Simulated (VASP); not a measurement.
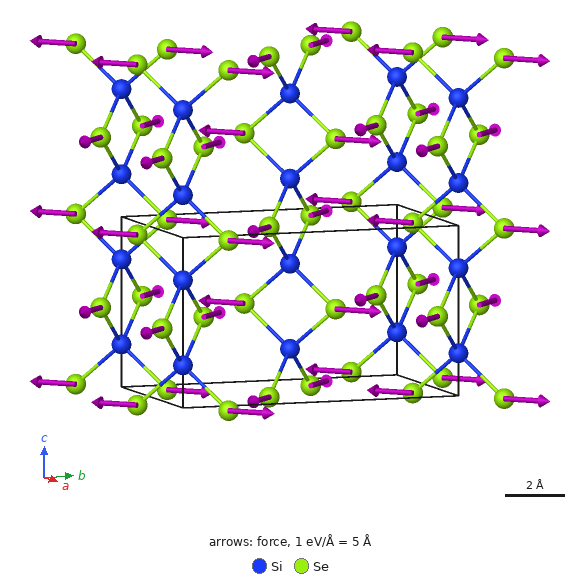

Starting geometry of solid SiSe2 (set up in Ibam) with the computed forces as purple arrows. A ball-and-stick model of the conventional cell (2 times the calculation's cell), repeated 1 × 1 × 2 with one cell outlined, seen slightly off an axis. Lengths and directions refer to the drawn axes.

The run lets cell and atoms move.

The calculation used Kohn-Sham DFT of a periodic cell, PBE with D3(BJ), VASP PAW PBE potentials, recommended in VASP.

Input
```
SYSTEM = SiSe2
  PREC = Accurate
  ENCUT = 600
  EDIFF = 1E-6
  ISMEAR = 0
  SIGMA = 0.03
  LREAL = .False.
  LASPH = .True.
  NELM = 80
  ALGO = Normal
  ISIF = 3
  LWAVE = .False.
  LCHARG = .False.
  GGA = PE
  IVDW = 12
  IBRION = 2
  NSW = 90
  EDIFFG = -0.01
  KPAR = 2
```

Launched with:
```bash
cat potpaw_PBE.64/Si/POTCAR potpaw_PBE.64/Se/POTCAR > POTCAR
mpirun -np 2 vasp_std > vasp.out
```

> Is this structure relaxed? If not, where do the atoms go?

It isn't relaxed: the largest force vector, on Se atoms, is 0.36 eV/Å. The atoms end up moving mostly along the starting forces (cosine between the two patterns 0.97). Over 18 geometry steps the energy falls by 86.4 meV per cell of the calculation. The largest force component goes from 0.26 to 0.0042 eV/Å. The pressure goes from 0.28 to −0.02 GPa. The largest moves relative to the cell, 0.13 Å, are those of Se atoms. Si stays in place. The volume changes by −11.5 %, with a 6.224 → 5.913 Å (−5.0 %), b 10.020 → 9.378 Å (−6.4 %), c 5.871 → 5.847 Å (−0.4 %). Near-neighbour distances that change, for instance: Se–Si 2.284 → 2.297 Å. Bond angles that change, for instance: Se–Si–Se 112.7° → 110.4°. The space group stays Ibam (No. 72). The volume changes by over a tenth within one run on a fixed set of plane waves, so the end point should be relaxed again from the new cell.
